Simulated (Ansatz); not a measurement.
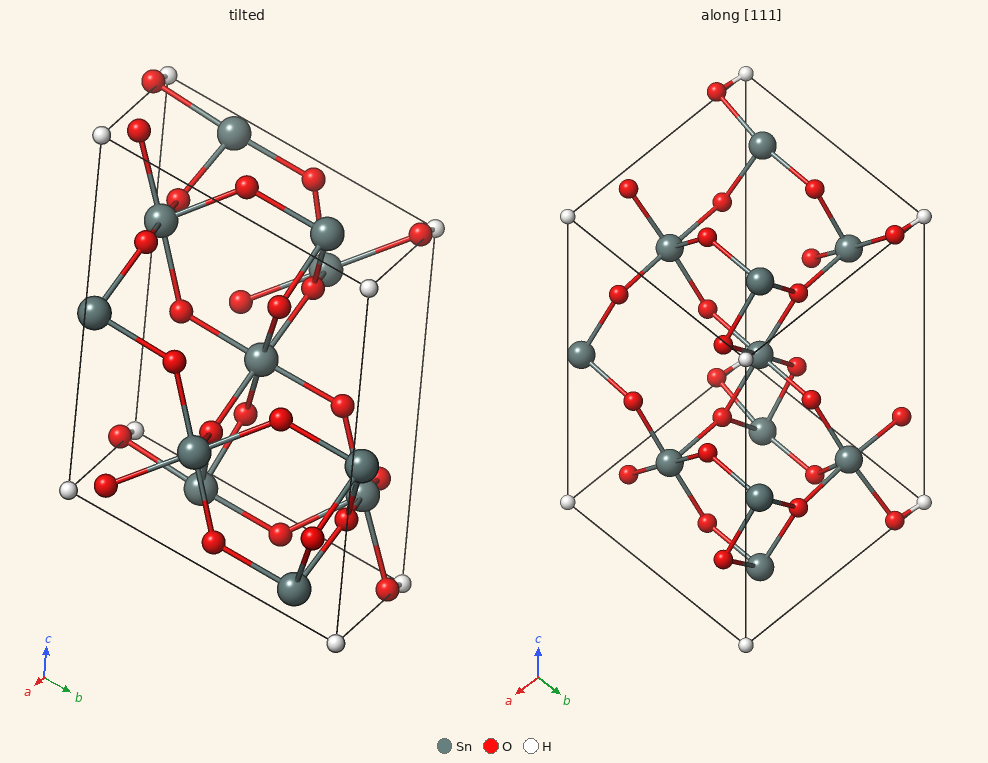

An orthographic ball-and-stick view of the structure, slightly off an axis and along [111]. The lines enclose the simulation cell; boundary atoms appear with their images. Cell: a = 6.827 Å, b = 6.827 Å, c = 8.077 Å, α = 115.00°, β = 115.00°, γ = 90.00°.

Give a description of the structure.

The formula is Sn₈HO₁₆. Atoms per cell: 25 (8 Sn, 1 H, 16 O). Sn bonds to six O in a distorted octahedral arrangement at about 2.0 to 2.2 Å. Each H atom is coordinated by one O at about 1.0 Å. The bonds build a three-dimensional framework.

It goes back to a structure listed in the Materials Project, repeated into a supercell with a point defect put in. The atoms were relaxed in a fixed cell with DFT PBE, scalar-relativistic, plane waves, PAW (Ansatz).
